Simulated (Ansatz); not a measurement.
Run report: LiF, geometry relaxation (part 2 of 2)

LiF (2 atoms in the cell); DFT PBEsol, scalar-relativistic, plane waves, PAW, no spin polarisation (Ansatz 0.2.0); cutoff 420 eV, 10×10×10 k-mesh, Gaussian smearing of 0.02 eV. The structure derives from an entry of the Crystallography Open Database.

Geometry of the input (Å; fractional positions):
```
0.0000  2.0140  2.0140
2.0140  0.0000  2.0140
2.0140  2.0140  0.0000
Li 0.0000  0.0000  0.0000
F  0.5000  0.5000  0.5000
```

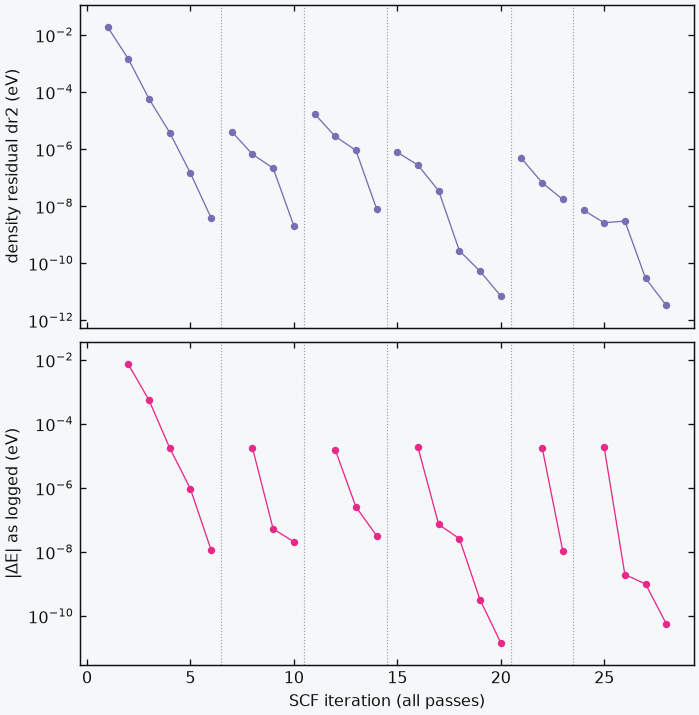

Fig. 1: Convergence of the self-consistent field: density residual dr2 and size of the energy change against the SCF iteration. The dotted lines part the SCF passes of the relaxation: geometry steps, rejected trials and re-solves on a re-selected basis. The 6 passes take 3 to 6 iterations each, 28 in all.

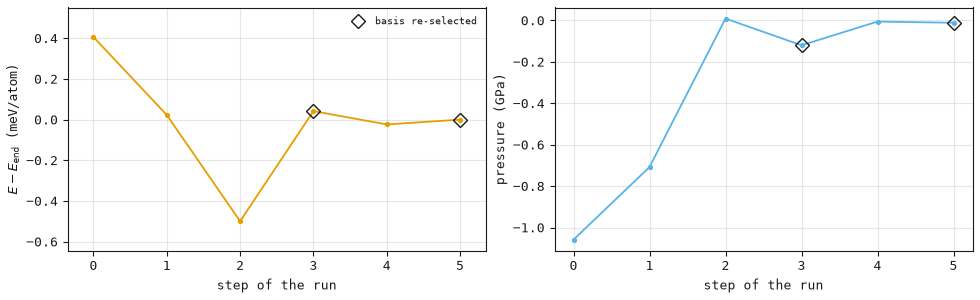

Fig. 2: Progress of the relaxation, step by step (the first geometry is step 0 here and step 1 in the log). No atom moves by more than 0.005 Å relative to the cell. The energy falls by 0.4 meV per atom in 3 geometry steps. All forces vanish by symmetry, so only the cell relaxes. Pressure: −1.06 GPa at the start and −0.01 GPa at the end. 1 further SCF at an unchanged geometry re-selected the plane-wave basis for the new cell. The energy change given includes the shifts at the re-selections in mid-walk, which come without any move. A last SCF at the same geometry on a re-selected plane-wave basis shifts the energy by +0.0 meV per atom.

```
basis re-selected at this cell: Δ(F+E_penalty+E_count) = +4.723e-5 eV, ΔP = -0.006 GPa vs the last step (what re-selecting the basis moved, of the pressure what is left beyond the Pulay correction that the steps carried, after the strain that the cell walked since its last selection, with what the two solves' SCF thresholds leave and, on support functions, any second-order correction that the steps lacked; it is no measure of the basis error at this ecutwfc). This SCF's stress stands 1.11e-2 GPa from its target on what of the cell is left free (relax.cell.stress_tol is 5.00e-2 GPa) and its largest allowed force component is 5.54e-29 eV/Å (relax.f_tol is 5.00e-3 eV/Å): within both
SCF converged after 5 iterations
Free energy (F): -1006.556673 eV
Harris-Foulkes:  -1006.556673 eV  (|F-HF|=1.82e-12)
Internal energy: -1006.556673 eV  (E = F + TS)
E sigma→0 (E₀):  -1006.556673 eV
Fermi energy:    5.549097 eV
--- Per-component energies (eV) ---
  E_band       = -116.087342
  E_kinetic    = 229.977141
  E_local      = -634.852649  (includes V_loc(G=0)·N_el)
  E_nonlocal   = 40.836541
  E_hartree    = 221.189298
  E_xc         = -90.338064
  E_vxc        = -116.639171  (∫ρ·V_xc dr)
  E_paw        = -213.489127  (= ΣΔE_a)
  E_vpaw       = -77.789953  (= ΣTr[D̂ρ^β])
  E_aug_tail   = 0.002111  (compensation charges beyond the density's cutoff)
  E_ewald      = -559.924368
  E_core_change = 0.042443  (= ΣΔE_core)
  E_smearing   = -0.000000  (= −TS)
  E_closure    = -0.000000  (closes the sum)
  Σ components = -1006.556673   (vs F -1006.556673, Δ=0.00e0)
--- Forces (eV/Å), atoms counted from 1 ---
  atom   1  Li    -0.00000000     0.00000000     0.00000000
  atom   2  F      0.00000000    -0.00000000     0.00000000
  max |Σ_I F_I| component: 1.08e-28 eV/Å
--- Stress (GPa, compression-positive) ---
       -0.011083      -0.000000      -0.000000
       -0.000000      -0.011083      -0.000000
       -0.000000       0.000000      -0.011083
  P = ⅓ Tr σ = -0.0111 GPa (-0.111 kbar)
--- Band table (eV; the first three rows and the last of 47) ---
  k-point 0: bands = ["-39.1526", "-18.8753", "1.0242", "1.0242", "1.0242", "10.0740", "25.0882", "25.0882", "25.0882"]
  k-point 1: bands = ["-39.1462", "-18.8354", "0.7270", "1.0008", "1.0008", "10.3681", "22.2536", "23.7681", "23.7681"]
  k-point 2: bands = ["-39.1293", "-18.7283", "0.0138", "0.9404", "0.9404", "11.0157", "19.7626", "22.2617", "22.2617"]
  k-point 46: bands = ["-39.0667", "-18.1698", "-1.4480", "-0.8074", "0.1837", "15.8954", "16.1824", "18.4825", "20.4296"]
--- Relaxed structure (4 steps of the walk, 4 accepted, 2 SCFs on fresh bases) ---
  F+E_penalty+E_count = -1006.55667304 eV   max|allowed force component| = 5.542e-29 eV/Å   (the final SCF, on the basis selected at the relaxed cell)
  cell:  # Å, volume = 16.0949 Å³
    - [-8.598440305511307e-34, 2.0039477675198496, 2.0039477675198496]
    - [2.0039477675198496, -3.760200450154663e-34, 2.0039477675198496]
    - [2.0039477675198496, 2.0039477675198496, 1.5262480339745116e-34]
  atoms:
    - { symbol: Li, position: [-1.1953388433348695e-34, 1.1754165292787087e-34, 4.1836859516399377e-35] }
    - { symbol: F, position: [0.49999999999999994, 0.49999999999999994, 0.49999999999999994] }
```

Trajectory as extended XYZ (Å, eV, eV/Å), 6 frames, from step=1 to step=6:
```
2
Lattice="0.0000 2.0140 2.0140 2.0140 0.0000 2.0140 2.0140 2.0140 0.0000" Properties=species:S:1:pos:R:3:forces:R:3 step=1 energy=-1006.55586 pressure_GPa=-1.06
Li    0.0000    0.0000    0.0000    0.0000   0.0000   0.0000
F     2.0140    2.0140    2.0140    0.0000   0.0000   0.0000
2
Lattice="0.0000 2.0110 2.0110 2.0110 0.0000 2.0110 2.0110 2.0110 0.0000" Properties=species:S:1:pos:R:3:forces:R:3 step=2 energy=-1006.55663 pressure_GPa=-0.71
Li    0.0000    0.0000    0.0000    0.0000   0.0000   0.0000
F     2.0110    2.0110    2.0110    0.0000   0.0000   0.0000
2
Lattice="0.0000 2.0050 2.0050 2.0050 0.0000 2.0050 2.0050 2.0050 0.0000" Properties=species:S:1:pos:R:3:forces:R:3 step=3 energy=-1006.55767 pressure_GPa=0.01
Li    0.0000    0.0000    0.0000    0.0000   0.0000   0.0000
F     2.0050    2.0050    2.0050    0.0000   0.0000   0.0000
2
Lattice="0.0000 2.0050 2.0050 2.0050 0.0000 2.0050 2.0050 2.0050 0.0000" Properties=species:S:1:pos:R:3:forces:R:3 step=4 energy=-1006.55659 pressure_GPa=-0.12
Li    0.0000    0.0000    0.0000    0.0000   0.0000   0.0000
F     2.0050    2.0050    2.0050    0.0000   0.0000   0.0000
2
Lattice="0.0000 2.0039 2.0039 2.0039 0.0000 2.0039 2.0039 2.0039 0.0000" Properties=species:S:1:pos:R:3:forces:R:3 step=5 energy=-1006.55672 pressure_GPa=-0.01
Li    0.0000    0.0000    0.0000    0.0000   0.0000   0.0000
F     2.0039    2.0039    2.0039    0.0000   0.0000   0.0000
2
Lattice="0.0000 2.0039 2.0039 2.0039 0.0000 2.0039 2.0039 2.0039 0.0000" Properties=species:S:1:pos:R:3:forces:R:3 step=6 energy=-1006.55667 pressure_GPa=-0.01
Li    0.0000    0.0000    0.0000    0.0000   0.0000   0.0000
F     2.0039    2.0039    2.0039    0.0000   0.0000   0.0000
```

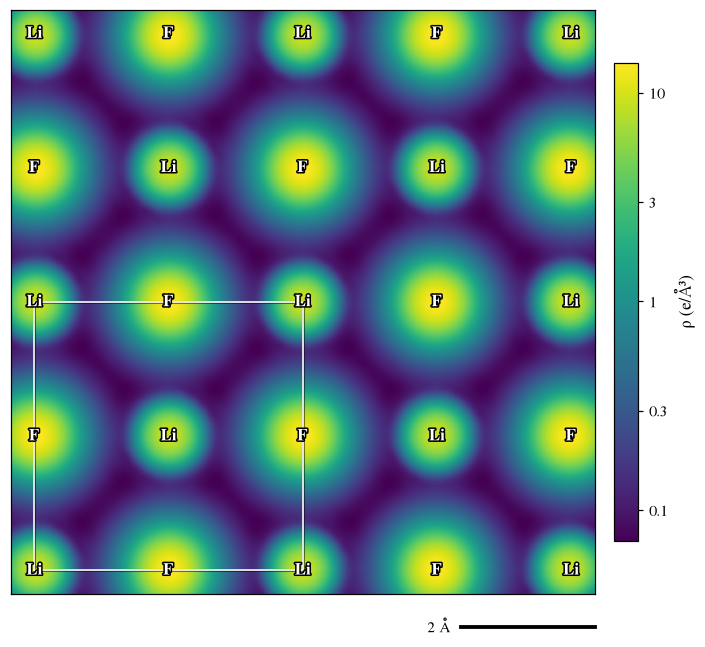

Fig. 3: Valence charge density (pseudo) on the (010) plane of the conventional cell. Atoms in the plane: Li and F. Li–F (2.00 Å): ρ at the midpoint is about 0.27 e/Å³. Away from the nuclei the density in this plane falls to 0.07 e/Å³ at its lowest. In a PAW calculation such maps are meaningful between the atoms, not at the nuclei.

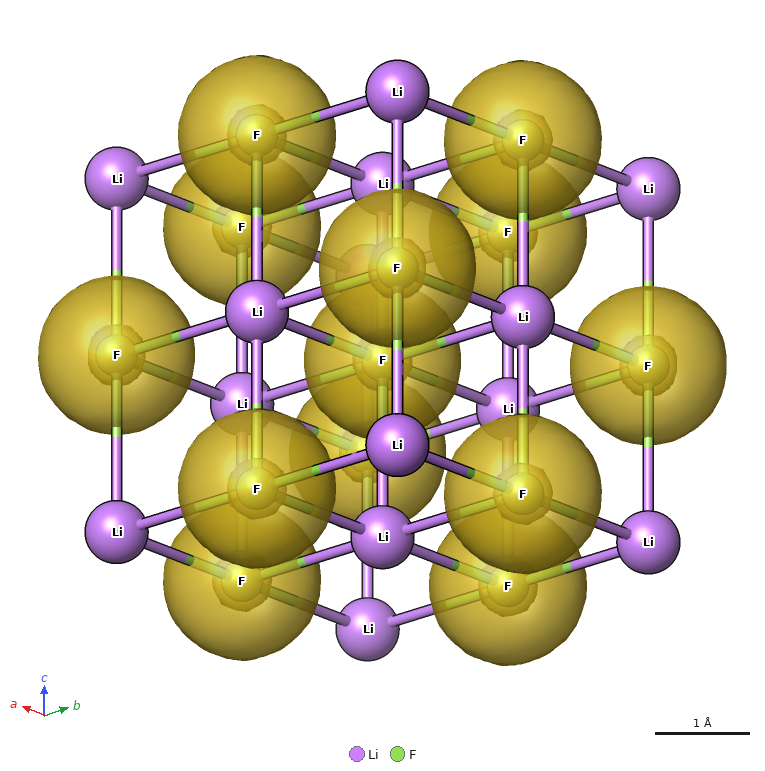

Fig. 4: Isosurface of the ELF at 0.7 (yellow), seen at an oblique angle. Core shells and regions of very low density are left out. Sticks mark near contacts. The outline is the cell set on symmetry axes. Profiles from the grid: Li–F (2.00 Å): the ELF is about 0.40 at the midpoint.

Summary:

- outcome: converged
- space group (tolerance 0.01 Å): Fm-3m (225)
- electrons treated: 10
- free energy: −1006.5567 eV
- Fermi energy: 5.549 eV
- gap on the k-point mesh: 9.05 eV
- pressure: −0.01 GPa
- final volume: 16.09 Å³
- largest force (length of the vector) at the end: under 0.001 eV/Å
- final cell: a = 2.834 Å, b = 2.834 Å, c = 2.834 Å, α = 60.00°, β = 60.00°, γ = 60.00°
- wall time: 4.3 s
- peak memory: 0.26 GiB
